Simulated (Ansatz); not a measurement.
## WSi$_{2}$: geometry relaxation (part 1 of 2)

WSi$_{2}$ (I4/mmm, 3 atoms in the cell), computed with DFT PBE, scalar-relativistic, plane waves, PAW, no spin polarisation (Ansatz 0.2.0).

The structure derives from an entry of the Crystallography Open Database.

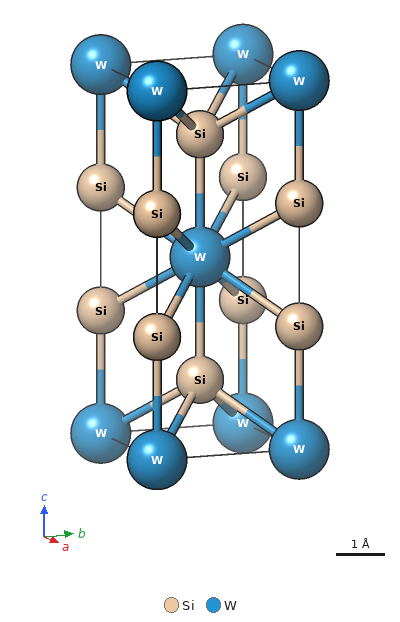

**Figure 1.** The starting structure (ball-and-stick view of the cell 2 times as large as that of the calculation, set on its symmetry axes, seen slightly off an axis).

**Key numbers**

- outcome: converged
- space group (tolerance 0.01 Å): I4/mmm (139)
- electrons treated: 22
- free energy: −11657.4618 eV
- Fermi energy: 16.479 eV
- gap on the k-point mesh: none (metallic)
- pressure: 0.00 GPa
- final volume: 41.02 Å³
- largest force (length of the vector) at the end: under 0.001 eV/Å
- final cell: a = 4.548 Å, b = 4.548 Å, c = 4.548 Å, α = 138.42°, β = 138.42°, γ = 60.27°
- hardware: 2 threads of AMD EPYC (Zen 5), 176 GiB of memory available, shared host
- wall time: 18 s (CPU time 34 s)
- peak memory: 0.61 GiB

**Notes**

Spin–orbit coupling is left out, which matters for W.

**The input**
```yaml
crystal:
  lattice:
    - [-1.6060005352, 1.6060005352, 3.940001313]
    - [1.6060005352, -1.6060005352, 3.940001313]
    - [1.6060005352, 1.6060005352, -3.940001313]
  atoms:
    - { symbol: Si, position: [0.333, 0.333, 0.0] }
    - { symbol: Si, position: [0.667, 0.667, 0.0] }
    - { symbol: W, position: [0.0, 0.0, 0.0] }
basis:
  ecutwfc: 420
kpoints:
  mp_grid: { grid: [18, 18, 18] }
hamiltonian:
  xc: pbe
scf:
  occupations: { method: gaussian, width: 0.1 }
output:
  forces: true
  stress: true
  eigenvalues: true
relax:
  adjacent_minimum: "off"
  f_tol: 0.005
  max_steps: 80
  cell: { stress_tol: 0.05 }
```

Launched with:
```bash
ansatz run input.yaml --threads 2 --pin off --max-ram 4096MiB --backend cpu --events-out ev --progress --plain --runs-dir out
```

**Output**
```
basis.fft_grid_basis auto: the FFT boxes are laid along the combinations [[1, 0, 1], [0, 1, 1], [0, 0, 1]] of the cell's own vectors, 3.212, 3.212 and 4.548 Å long. The dense box has 24×24×32 points. Along the cell's own vectors, as sized, it would have 32×32×32, 1.78 times as many. Of the 16 symmetry operations that the crystal satisfies within crystal.symmetry.tolerance (time reversal apart; of a slab, those that keep its plane) the dense box along the cell's own vectors carries 16, and the one as laid loses 12 of those. basis.fft_grid_basis: typed keeps the cell's own vectors: state it where this run's energies or levels are differenced outside the engine with another run's, or held beside a run that keeps those vectors.
Engine: ansatz 0.2.0, x86_64-unknown-linux-gnu
Pseudopotentials: kind: paw
Pseudopotential: Si, paw, valence charge 4, recommended cutoff 420 eV (normal), Si.paw.azcp
Pseudopotential: W, paw, valence charge 14, recommended cutoff 420 eV (normal), W.paw.azcp
Functional definition: PBE
  parameter kappa = 0.804
  parameter beta = 0.06672455060314922
  exchange = pbe_x(kappa = kappa, mu = beta*pi^2/3)
  correlation = pbe_c(beta = beta)
Crystal: 3 atoms, lattice volume = 40.649 Å³
Basis set: ecut = 420 eV, 793 PW (Γ), FFT grids on a1+a3, a2+a3, a3, exchange–correlation on 48×48×64 points (8 copies of the dense FFT grid, shifted against one another)
Bands: 15, of which v1, the nominal top of the filled ones, is band 11 counted from 1 (10 counted from 0)
Symmetry: 16 space group operations
Space group: I4/mmm (ITA 139), of the structure as read, at distance tolerance 3.4e-5 Å
k-points: 480 of 5832
Non-local potential: Si, projectors of the file, l = 0: 2, l = 1: 2, l = 2: 2
Non-local potential: W, projectors of the file, l = 0: 3, l = 1: 2, l = 2: 2, l = 3: 1
PAW form: soft (Blöchl's): semilocal exchange-correlation on the pseudo side does not see the compensation charge
PAW one-centre angular grid: Si, 110 points (default); XC on 64 Gauss nodes
PAW one-centre angular grid: W, 590 points (default); XC on 64 Gauss nodes
Initial density: superposition of atomic densities (neutral atoms: chi_scale 0, normalization atom), corrected by the library's trained network
Initial wavefunctions: pseudopotential atomic-orbital guess
Functional: x = pbe(κ = 0.804, μ = 0.2195149727645171), c = pbe(β = 0.06672455060314922)
SCF iter   1: F=—  HF=-11657.455193 eV  |F-HF|=—  |Δ(HF+E_count)|=         —  Δρ=3.37e-3  dr2=2.07e-3  ethr=1.77e-3  ⟨swp⟩=5.0  Hψ=41574  notcnv=0
preconditioner: auto → Kerker (q_TF=auto, 2.463 Å⁻¹)  [metal: Δε(μ)=0.065 eV  Ē_g=8.079 eV  σ=0.100 eV  W_gap=0.35  n_scr=10 (ndim 8)  ℏωp=21.8 eV  f_vac=0.000  D(μ)=0.24/eV (n_scr^D=0)]
SCF iter   2: F=—  HF=-11657.455501 eV  |F-HF|=—  |Δ(HF+E_count)|=   3.08e-4  Δρ=1.93e-3  dr2=8.21e-4  ethr=9.40e-6  ⟨swp⟩=1.0  Hψ=11060  notcnv=0
SCF iter   3: F=—  HF=-11657.455594 eV  |F-HF|=—  |Δ(HF+E_count)|=   9.27e-5  Δρ=1.95e-4  dr2=1.96e-5  ethr=3.73e-6  ⟨swp⟩=2.3  Hψ=10021  notcnv=0
SCF iter   4: F=—  HF=-11657.455586 eV  |F-HF|=—  |Δ(HF+E_count)|=   7.61e-6  Δρ=8.29e-5  dr2=1.76e-6  ethr=8.91e-8  ⟨swp⟩=2.3  Hψ=10116  notcnv=0
iter 5 did not close the SCF: its close was put off for the readings that it lacked (scf_convergence_deferred on its scf_iter line)
SCF iter   5: F=-11657.455586 eV  HF=-11657.455586 eV  |F-HF|=5.51e-8  |Δ(HF+E_count)|=   1.09e-7  Δρ=1.30e-5  dr2=9.64e-8  ethr=8.00e-9  ⟨swp⟩=2.1  Hψ=10041  notcnv=0
SCF iter   6: F=-11657.455586 eV  HF=-11657.455586 eV  |F-HF|=1.44e-9  |Δ(HF+E_count)|=   1.12e-8  Δρ=2.63e-6  dr2=3.17e-9  ethr=4.38e-10  ⟨swp⟩=2.4  Hψ=25233  notcnv=0
SCF 1 converged in 6 iterations: F = -11657.455586 eV  dr2 = 3.17e-9
  greatest PAW one-centre occupation: 0.999 electrons in one spin orbital (limit 2), on the W atom at site 2 (counted from 0), in its partial waves of l = 0
relax step   1: F+E_penalty+E_count = -11657.45558628 eV  Δ(F+E_penalty+E_count) = +0.000e0 eV  max|allowed force component| = 2.223e-1 eV/Å  Δτ_max = 0.0000 Å  P = +1.665 GPa  Ω = 40.649 Å³  (6 SCF iters, dr2 threshold 1.00e-7 eV, accepted)
Crystal: 3 atoms, lattice volume = 41.134 Å³
Basis set: ecut = 420 eV, 833 PW (Γ), FFT grids on a1+a3, a2+a3, a3, exchange–correlation on 48×48×64 points (8 copies of the dense FFT grid, shifted against one another)
Initial density: handed on by an earlier stage of this run
Initial wavefunctions: those handed on with the density
iter 1 solved again at ethr=1.31e-6 eV; its pass at ethr=3.10e-3 eV (dr2=2.89e-4 eV) is discarded
SCF iter   1: F=—  HF=-11657.460658 eV  |F-HF|=—  |Δ(HF+E_count)|=         —  Δρ=1.27e-3  dr2=4.22e-4  ethr=1.31e-6  ⟨swp⟩=2.6  Hψ=47018  notcnv=0
preconditioner: auto → Kerker (q_TF=auto, 2.458 Å⁻¹)  [metal: Δε(μ)=0.051 eV  Ē_g=8.006 eV  σ=0.100 eV  W_gap=0.28  n_scr=10 (ndim 8)  ℏωp=21.7 eV  f_vac=0.000  D(μ)=0.18/eV (n_scr^D=0)]
SCF iter   2: F=—  HF=-11657.460547 eV  |F-HF|=—  |Δ(HF+E_count)|=   1.11e-4  Δρ=7.10e-4  dr2=1.41e-4  ethr=1.31e-6  ⟨swp⟩=1.0  Hψ=7200  notcnv=0
SCF iter   3: F=—  HF=-11657.460492 eV  |F-HF|=—  |Δ(HF+E_count)|=   5.50e-5  Δρ=6.97e-5  dr2=1.74e-6  ethr=6.43e-7  ⟨swp⟩=2.3  Hψ=12513  notcnv=0
SCF iter   4: F=-11657.460491 eV  HF=-11657.460491 eV  |F-HF|=2.28e-8  |Δ(HF+E_count)|=   5.34e-7  Δρ=1.11e-5  dr2=3.96e-8  ethr=1.36e-9  ⟨swp⟩=5.9  Hψ=32807  notcnv=0
SCF 2 converged in 4 iterations: F = -11657.460491 eV  dr2 = 3.96e-8
  greatest PAW one-centre occupation: 1.000 electrons in one spin orbital (limit 2), on the W atom at site 2 (counted from 0), in its partial waves of l = 0
relax step   2: F+E_penalty+E_count = -11657.46049120 eV  Δ(F+E_penalty+E_count) = -4.905e-3 eV  max|allowed force component| = 5.253e-2 eV/Å  Δτ_max = 0.0100 Å  P = -0.581 GPa  Ω = 41.134 Å³  energy of the carried Pulay correction = -1.461e-4 eV  (4 SCF iters, dr2 threshold 3.00e-7 eV, accepted)
Crystal: 3 atoms, lattice volume = 41.022 Å³
iter 1 solved again at ethr=3.36e-7 eV; its pass at ethr=3.10e-3 eV (dr2=7.39e-5 eV) is discarded
SCF iter   1: F=—  HF=-11657.461602 eV  |F-HF|=—  |Δ(HF+E_count)|=         —  Δρ=4.60e-4  dr2=1.26e-4  ethr=3.36e-7  ⟨swp⟩=2.3  Hψ=43448  notcnv=0
eigensolver tolerance schedule calibrated: the retry pair's looser diagonalisation under-reported the residual by θ = 0.41 (0.10/decade); ethr = c·dr2/N_el runs at the constant in force after the calibration composes with the one it found (an armed cap, an earlier calibration), c = 9.2e-2
preconditioner: auto → Kerker (q_TF=auto, 2.459 Å⁻¹)  [metal: Δε(μ)=0.059 eV  Ē_g=8.022 eV  σ=0.100 eV  W_gap=0.32  n_scr=10 (ndim 8)  ℏωp=21.7 eV  f_vac=0.000  D(μ)=0.18/eV (n_scr^D=0)]
SCF iter   2: F=—  HF=-11657.461569 eV  |F-HF|=—  |Δ(HF+E_count)|=   3.30e-5  Δρ=2.58e-4  dr2=4.14e-5  ethr=3.36e-7  ⟨swp⟩=2.0  Hψ=9427  notcnv=0
SCF iter   3: F=—  HF=-11657.461553 eV  |F-HF|=—  |Δ(HF+E_count)|=   1.56e-5  Δρ=3.43e-5  dr2=1.03e-6  ethr=1.74e-7  ⟨swp⟩=2.4  Hψ=10675  notcnv=0
SCF iter   4: F=-11657.461553 eV  HF=-11657.461553 eV  |F-HF|=1.88e-8  |Δ(HF+E_count)|=   3.17e-7  Δρ=1.14e-5  dr2=4.25e-8  ethr=1.26e-9  ⟨swp⟩=5.9  Hψ=32602  notcnv=0
SCF 3 converged in 4 iterations: F = -11657.461553 eV  dr2 = 4.25e-8
relax step   3: F+E_penalty+E_count = -11657.46155293 eV  Δ(F+E_penalty+E_count) = -1.062e-3 eV  max|allowed force component| = 3.831e-2 eV/Å  Δτ_max = 0.0005 Å  P = -0.056 GPa  Ω = 41.022 Å³  energy of the carried Pulay correction = -1.124e-4 eV  (4 SCF iters, dr2 threshold 3.00e-7 eV, accepted)
Crystal: 3 atoms, lattice volume = 41.012 Å³
iter 1 solved again at ethr=8.70e-8 eV; its pass at ethr=3.10e-3 eV (dr2=1.91e-5 eV) is discarded
SCF iter   1: F=—  HF=-11657.461660 eV  |F-HF|=—  |Δ(HF+E_count)|=         —  Δρ=1.61e-4  dr2=2.38e-5  ethr=8.70e-8  ⟨swp⟩=2.0  Hψ=43057  notcnv=0
preconditioner: auto → Kerker (q_TF=auto, 2.459 Å⁻¹)  [metal: Δε(μ)=0.058 eV  Ē_g=8.025 eV  σ=0.100 eV  W_gap=0.32  n_scr=10 (ndim 8)  ℏωp=21.7 eV  f_vac=0.000  D(μ)=0.18/eV (n_scr^D=0)]
SCF iter   2: F=—  HF=-11657.461651 eV  |F-HF|=—  |Δ(HF+E_count)|=   8.89e-6  Δρ=9.21e-5  dr2=7.61e-6  ethr=8.70e-8  ⟨swp⟩=1.1  Hψ=7427  notcnv=0
SCF iter   3: F=—  HF=-11657.461649 eV  |F-HF|=—  |Δ(HF+E_count)|=   2.68e-6  Δρ=2.02e-5  dr2=4.54e-7  ethr=3.46e-8  ⟨swp⟩=2.2  Hψ=9901  notcnv=0
SCF iter   4: F=-11657.461648 eV  HF=-11657.461648 eV  |F-HF|=3.72e-9  |Δ(HF+E_count)|=   1.39e-7  Δρ=5.13e-6  dr2=9.04e-9  ethr=4.17e-10  ⟨swp⟩=5.1  Hψ=25172  notcnv=0
SCF 4 converged in 4 iterations: F = -11657.461648 eV  dr2 = 9.04e-9
relax step   4: F+E_penalty+E_count = -11657.46164848 eV  Δ(F+E_penalty+E_count) = -9.555e-5 eV  max|allowed force component| = 9.390e-3 eV/Å  Δτ_max = 0.0014 Å  P = +0.011 GPa  Ω = 41.012 Å³  energy of the carried Pulay correction = -1.094e-4 eV  (4 SCF iters, dr2 threshold 9.17e-8 eV, accepted)
Crystal: 3 atoms, lattice volume = 41.015 Å³
iter 1 solved again at ethr=4.83e-9 eV; its pass at ethr=3.10e-3 eV (dr2=1.06e-6 eV) is discarded
SCF iter   1: F=—  HF=-11657.461657 eV  |F-HF|=—  |Δ(HF+E_count)|=         —  Δρ=3.67e-5  dr2=1.11e-6  ethr=4.83e-9  ⟨swp⟩=2.1  Hψ=40275  notcnv=0
preconditioner: auto → Kerker (q_TF=auto, 2.459 Å⁻¹)  [metal: Δε(μ)=0.057 eV  Ē_g=8.024 eV  σ=0.100 eV  W_gap=0.31  n_scr=10 (ndim 8)  ℏωp=21.7 eV  f_vac=0.000  D(μ)=0.18/eV (n_scr^D=0)]
SCF iter   2: F=—  HF=-11657.461652 eV  |F-HF|=—  |Δ(HF+E_count)|=   4.43e-6  Δρ=2.13e-5  dr2=3.72e-7  ethr=4.83e-9  ⟨swp⟩=1.1  Hψ=7275  notcnv=0
SCF iter   3: F=—  HF=-11657.461652 eV  |F-HF|=—  |Δ(HF+E_count)|=   1.15e-7  Δρ=4.07e-6  dr2=1.70e-8  ethr=1.69e-9  ⟨swp⟩=2.1  Hψ=9822  notcnv=0
SCF iter   4: F=-11657.461652 eV  HF=-11657.461652 eV  |F-HF|=4.91e-11  |Δ(HF+E_count)|=   4.75e-9  Δρ=9.58e-7  dr2=2.44e-10  ethr=2.51e-11  ⟨swp⟩=4.9  Hψ=24105  notcnv=0
SCF 5 converged in 4 iterations: F = -11657.461652 eV  dr2 = 2.44e-10
relax step   5: F+E_penalty+E_count = -11657.46165204 eV  Δ(F+E_penalty+E_count) = -3.560e-6 eV  max|allowed force component| = 2.483e-5 eV/Å  Δτ_max = 0.0005 Å  P = +0.002 GPa  Ω = 41.015 Å³  energy of the carried Pulay correction = -1.105e-4 eV  (4 SCF iters, dr2 threshold 5.51e-9 eV, accepted)
Initial wavefunctions: pseudopotential atomic-orbital guess (no wavefunctions were taken with the density)
iter 1 solved again at ethr=1.26e-8 eV; its pass at ethr=3.10e-3 eV (dr2=2.77e-6 eV) is discarded
SCF iter   1: F=—  HF=-11657.461773 eV  |F-HF|=—  |Δ(HF+E_count)|=         —  Δρ=2.85e-5  dr2=2.20e-8  ethr=1.26e-8  ⟨swp⟩=3.1  Hψ=63671  notcnv=0
SCF iter   2: F=—  HF=-11657.461769 eV  |F-HF|=—  |Δ(HF+E_count)|=   4.35e-6  Δρ=1.47e-5  dr2=6.06e-9  ethr=9.98e-11  ⟨swp⟩=2.0  Hψ=10743  notcnv=0
SCF iter   3: F=—  HF=-11657.461769 eV  |F-HF|=—  |Δ(HF+E_count)|=   9.84e-8  Δρ=6.27e-7  dr2=1.11e-10  ethr=2.76e-11  ⟨swp⟩=3.0  Hψ=13102  notcnv=0
SCF iter   4: F=-11657.461769 eV  HF=-11657.461769 eV  |F-HF|=9.09e-12  |Δ(HF+E_count)|=  1.82e-12  Δρ=2.46e-7  dr2=1.09e-11  ethr=1.00e-12  ⟨swp⟩=6.4  Hψ=32936  notcnv=0
SCF 6 converged in 4 iterations: F = -11657.461769 eV  dr2 = 1.09e-11
relax step   6: F+E_penalty+E_count = -11657.46176903 eV  Δ(F+E_penalty+E_count) = -1.170e-4 eV  max|allowed force component| = 1.547e-5 eV/Å  Δτ_max = 0.0000 Å  P = +0.004 GPa  Ω = 41.015 Å³  stress off target by 6.28e-3 GPa  SCF on the basis re-selected at this cell (its energy is not comparable with the rows above)  (4 SCF iters)
```
